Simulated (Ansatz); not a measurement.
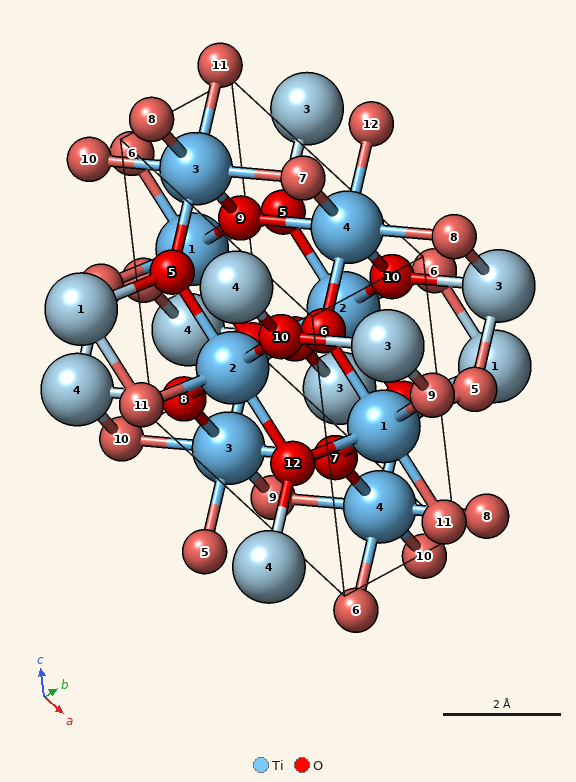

**Figure 1.** The structure (ball-and-stick view of the cell of the calculation, seen slightly off an axis; neighbours outside the cell are drawn fainter; atoms are numbered from 1 in the order of the input). An atom can appear more than once, as a periodic image.

# Single-point calculation of TiO₂

The run: single-point calculation of TiO₂ (P4₂/mnm, 12 atoms in the cell). Method and program: DFT r2SCAN, scalar-relativistic, plane waves, PAW, no spin polarisation (Ansatz 0.2.0).

The structure derives from a Materials Project entry. It belongs to a series of runs on one base structure; here: band edges sought over the zone. Figures and captions count atoms from 1; the log counts them from 0 in places.

Log:
```
Engine: ansatz 0.2.0, x86_64-unknown-linux-gnu
Pseudopotentials: kind: paw
Pseudopotential: Ti, paw, valence charge 12, recommended cutoff 500 eV (meta_gga), Ti.paw.azcp
Pseudopotential: O, paw, valence charge 6, recommended cutoff 500 eV (meta_gga), O.paw.azcp
Functional definition: r2SCAN
  parameter k0 = 0.174
  parameter k1 = 0.065
  parameter a1 = 4.9479
  exchange = r2scan_x(k0 = k0, k1 = k1, a1 = a1)
  correlation = r2scan_c
Crystal: 12 atoms, lattice volume = 124.823 Å³
Basis set: ecut = 500 eV, 3135 PW (Γ), exchange–correlation on 160×160×160 points (64 copies of the dense FFT grid, shifted against one another)
Bands: 60, of which v1, the nominal top of the filled ones, is band 48 counted from 1 (47 counted from 0)
Symmetry: 32 space group operations
Space group: P42/mnm (ITA 136), of the structure as read, at distance tolerance 5.0e-5 Å
k-points: 30 of 216
Non-local potential: Ti, projectors of the file, l = 0: 3, l = 1: 2, l = 2: 3, l = 3: 1
Non-local potential: O, projectors of the file, l = 0: 2, l = 1: 2, l = 2: 1
PAW form: soft (Blöchl's): semilocal exchange-correlation on the pseudo side does not see the compensation charge
PAW frozen core: Ti, regenerated for the run's functional (the file was generated under x = pbe(κ = 0.804, μ = 0.2195149727645171), c = pbe(β = 0.06672455060314922))
PAW frozen core: O, regenerated for the run's functional (the file was generated under x = pbe(κ = 0.804, μ = 0.2195149727645171), c = pbe(β = 0.06672455060314922))
PAW one-centre angular grid: Ti, 590 points (default); XC on 160 Gauss nodes
PAW one-centre angular grid: O, 302 points (default); XC on 160 Gauss nodes
Initial density: read from a saved state, or passed on in memory by an earlier SCF of this step, an earlier step, the calling program or the single point that the run made first
Initial wavefunctions: pseudopotential atomic-orbital guess
Functional: x = r2scan, c = r2scan; τ floored in thin density (d = 2e-4 eV/Å³)
iter 1 solved again at ethr=1.63e-8 eV; its pass at ethr=3.10e-3 eV (dr2=1.56e-5 eV) is discarded
SCF iter   1: F=—  HF=-14585.155915 eV  |F-HF|=—  |Δ(HF+E_count)|=         —  Δρ=7.25e-7  dr2=6.86e-10  dr2_τ=3.60e-11  ethr=1.63e-8  ⟨swp⟩=3.4  Hψ=12010  notcnv=0
eigensolver tolerance schedule: the retry pair's looser diagonalisation over-reported the residual by 22755.52 of it (diagonalisation noise at 0.14 of the residual, at the tolerance the schedule requests for it); recorded, not acted on — ethr = c·dr2/N_el stays at c = 1.0e-1
preconditioner: auto → Resta (q_TF=auto, 2.611 Å⁻¹)  ε∞=7.9  [insulator: Δε(μ)=2.220 eV  Ē_g=10.103 eV  σ=0.020 eV  W_gap=1.00  n_scr=42 (ndim 8)  ℏωp=26.6 eV  f_vac=0.019  D(μ)=0.00/eV (n_scr^D=0)  ε∞_Penn≈7.9]
SCF iter   2: F=-14585.155915 eV  HF=-14585.155915 eV  |F-HF|=3.09e-11  |Δ(HF+E_count)|=   7.66e-9  Δρ=5.32e-7  dr2=4.37e-10  dr2_τ=3.94e-11  ethr=1.00e-12  ⟨swp⟩=5.9  Hψ=5979  notcnv=0
SCF 1 converged in 2 iterations: F = -14585.155915 eV  dr2 = 4.37e-10
  greatest PAW one-centre occupation: 1.000 electrons in one spin orbital (limit 2), on the Ti atom at site 1 (counted from 0), in its partial waves of l = 0
NSCF: frozen V_eff on 30 k-points
NSCF: frozen V_eff on 30 k-points
NSCF: frozen V_eff on 30 k-points
NSCF: frozen V_eff on 30 k-points
NSCF: frozen V_eff on 20 k-points
NSCF: frozen V_eff on 10 k-points
NSCF: frozen V_eff on 3 k-points
NSCF: frozen V_eff on 3 k-points
NSCF: frozen V_eff on 3 k-points
NSCF: frozen V_eff on 3 k-points
SCF converged after 2 iterations
Free energy (F): -14585.155915 eV
Harris-Foulkes:  -14585.155915 eV  (|F-HF|=3.09e-11)
Internal energy: -14585.155915 eV  (E = F + TS)
E sigma→0 (E₀):  -14585.155915 eV
Fermi energy:    9.918520 eV
--- Per-component energies (eV) ---
  E_band       = -881.626699
  E_kinetic    = 2502.269222
  E_local      = -6157.869875  (includes V_loc(G=0)·N_el)
  E_nonlocal   = 383.528680
  E_hartree    = 2340.697342
  E_xc         = -965.873932
  E_vxc        = -1386.537114  (∫ρ·V_xc dr)
  E_paw        = -5494.612145  (= ΣΔE_a)
  E_vpaw       = -995.611824  (= ΣTr[D̂ρ^β])
  E_aug_tail   = 0.009519  (compensation charges beyond the density's cutoff)
  E_vtau       = 91.189335  (kinetic-family band-sum trace: ∫τ·v_τ [+ j·A + Jᵃ·Aᵃ] dr)
  E_ewald      = -7192.035371
  E_core_change = -1.269356  (= ΣΔE_core)
  E_smearing   = -0.000000  (= −TS)
  E_closure    = 0.000000  (closes the sum)
  Σ components = -14585.155915   (vs F -14585.155915, Δ=0.00e0)
--- Forces (eV/Å), atoms counted from 1 ---
  atom   1  Ti     0.00000000    -0.00000000    -0.00000000
  atom   2  Ti     0.00000000    -0.00000000    -0.00000000
  atom   3  Ti     0.00000000     0.00000000     0.00000000
  atom   4  Ti     0.00000000     0.00000000     0.00000000
  atom   5  O      0.00262291     0.00262291    -0.00000000
  atom   6  O      0.00262291     0.00262291     0.00000000
  atom   7  O     -0.00262291     0.00262291     0.00000000
  atom   8  O     -0.00262291     0.00262291     0.00000000
  atom   9  O      0.00262291    -0.00262291     0.00000000
  atom  10  O      0.00262291    -0.00262291    -0.00000000
  atom  11  O     -0.00262291    -0.00262291     0.00000000
  atom  12  O     -0.00262291    -0.00262291     0.00000000
  max |Σ_I F_I| component: 5.20e-18 eV/Å
--- Stress (GPa, compression-positive) ---
        0.018272       0.000000      -0.000000
        0.000000       0.018272       0.000000
       -0.000000       0.000000      -0.035519
  P = ⅓ Tr σ = 0.0003 GPa (0.003 kbar)
--- Band table (eV; the first three rows and the last of 30) ---
  k-point 0: bands = ["-50.3502", "-50.3327", "-50.3002", "-50.3002", "-25.8240", "-25.8240", "-25.6027", "-25.6027", "-25.4523", "-25.4523", "-25.4291", "-25.4291", "-25.4248", "-25.4248", "-25.3774", "-25.3418", "-10.4398", "-9.2904", "-9.1601", "-9.1601", "-8.8586", "-8.8586", "-8.5314", "-8.5314", "2.9390", "3.3155", "3.8061", "4.0056", "4.0056", "4.1419", "4.1419", "4.8576", "4.8576", "5.1643", "5.1643", "5.9763", "5.9763", "6.1756", "6.1756", "6.7510", "7.4953", "7.4953", "8.0622", "8.1022", "8.1022", "8.3303", "8.3303", "8.8083", "11.0288", "11.3522", "11.5694", "11.6676", "11.6676", "11.7507", "11.7507", "12.3826", "12.3826", "12.4165", "12.4165", "13.5293"]
  k-point 1: bands = ["-50.3490", "-50.3338", "-50.3002", "-50.3002", "-25.8275", "-25.8275", "-25.5933", "-25.5925", "-25.4486", "-25.4486", "-25.4362", "-25.4353", "-25.4286", "-25.4286", "-25.3750", "-25.3442", "-10.3415", "-9.2931", "-9.2385", "-9.2385", "-8.7790", "-8.7790", "-8.6269", "-8.5698", "3.1206", "3.4332", "3.8264", "3.8264", "3.9884", "4.3997", "4.3997", "4.8682", "4.8759", "5.1905", "5.1905", "6.0063", "6.0225", "6.0225", "6.1327", "6.7709", "7.3888", "7.3888", "7.8428", "7.8894", "7.9903", "7.9903", "8.1085", "8.7042", "11.1788", "11.5044", "11.5044", "11.5446", "11.7658", "11.7764", "11.8174", "12.4100", "12.4100", "12.6387", "12.6387", "13.6028"]
  k-point 2: bands = ["-50.3458", "-50.3370", "-50.3002", "-50.3002", "-25.8343", "-25.8343", "-25.5683", "-25.5661", "-25.4648", "-25.4625", "-25.4417", "-25.4417", "-25.4273", "-25.4273", "-25.3685", "-25.3507", "-10.0697", "-9.3870", "-9.3437", "-9.3437", "-8.7822", "-8.6714", "-8.6714", "-8.6673", "3.5134", "3.6979", "3.7013", "3.7013", "4.5798", "4.6356", "4.6356", "4.8941", "4.9080", "5.3308", "5.3308", "5.6751", "5.9116", "6.1587", "6.1587", "6.7736", "6.8729", "7.0623", "7.0623", "7.5043", "7.8001", "7.8001", "7.8861", "8.3946", "11.1990", "11.1990", "11.4771", "11.7548", "12.0209", "12.0911", "12.2104", "12.3996", "12.3996", "12.9531", "12.9531", "13.2319"]
  k-point 29: bands = ["-50.3413", "-50.3413", "-50.3003", "-50.3003", "-25.8249", "-25.8249", "-25.6152", "-25.6152", "-25.4501", "-25.4501", "-25.4277", "-25.4277", "-25.4170", "-25.4170", "-25.3594", "-25.3594", "-9.7848", "-9.7848", "-9.0707", "-9.0707", "-8.9690", "-8.9690", "-8.6557", "-8.6557", "3.1430", "3.1430", "4.1980", "4.1980", "4.7879", "4.7879", "5.0495", "5.0495", "5.1028", "5.1028", "5.8850", "5.8850", "5.9479", "5.9479", "6.4146", "6.4146", "6.5975", "6.5975", "7.3337", "7.3337", "7.4420", "7.4420", "7.6997", "7.6997", "11.0687", "11.0687", "11.6890", "11.6890", "12.1161", "12.1161", "12.3712", "12.3712", "12.8302", "12.8302", "12.9938", "12.9938"]
```

This output came from the following input.

The input:
```yaml
crystal:
  lattice:
    - [-4.5964475549, 0.0, 2.9540545333]
    - [4.5964475549, 0.0, 2.9540545333]
    - [0.0, 4.5964475549, -2.9540545333]
  atoms:
    - { symbol: Ti, position: [0.0, 0.5, 0.5] }
    - { symbol: Ti, position: [0.5, 0.0, 0.5] }
    - { symbol: Ti, position: [0.25, 0.25, 0.0] }
    - { symbol: Ti, position: [0.75, 0.75, 0.0] }
    - { symbol: O, position: [0.25, 0.9453609384, 0.6953609384] }
    - { symbol: O, position: [0.75, 0.4453609384, 0.6953609384] }
    - { symbol: O, position: [0.6953609384, 0.5, 0.1953609384] }
    - { symbol: O, position: [0.1953609384, 0.0, 0.1953609384] }
    - { symbol: O, position: [0.3046390616, 0.5, 0.8046390616] }
    - { symbol: O, position: [0.8046390616, 0.0, 0.8046390616] }
    - { symbol: O, position: [0.25, 0.5546390616, 0.3046390616] }
    - { symbol: O, position: [0.75, 0.0546390616, 0.3046390616] }
basis:
  ecutwfc: 500
kpoints:
  mp_grid: { grid: [6, 6, 6] }
  band_path: { path: [VBM, CBM], npoints: 2 }
hamiltonian:
  xc: r2scan
scf:
  occupations: { method: gaussian, width: 0.02 }
output:
  forces: true
  stress: true
  eigenvalues: true
checkpoint:
  read: start.run
  write: ck
  compress: false
  write_wavefunctions: false
  write_every: 100000
```

Command:
```bash
ansatz run input.yaml --threads 2 --pin off --max-ram 5120MiB --backend cpu --events-out ev --progress --plain --runs-dir out
```

Summary:

- outcome: converged
- space group (tolerance 0.01 Å): P4₂/mnm (136)
- electrons treated: 96
- free energy: −14585.1559 eV
- Fermi energy: 9.919 eV
- gap on the k-point mesh: 2.22 eV
- gap on the band path: 2.22 eV
- pressure: 0.00 GPa
- largest force (length of the vector): 0.004 eV/Å
- hardware: 2 threads of Intel Xeon (Sapphire Rapids), 32 GiB of memory available, shared host
- wall time: 20 s (CPU time 40 s)
- peak memory: 0.83 GiB
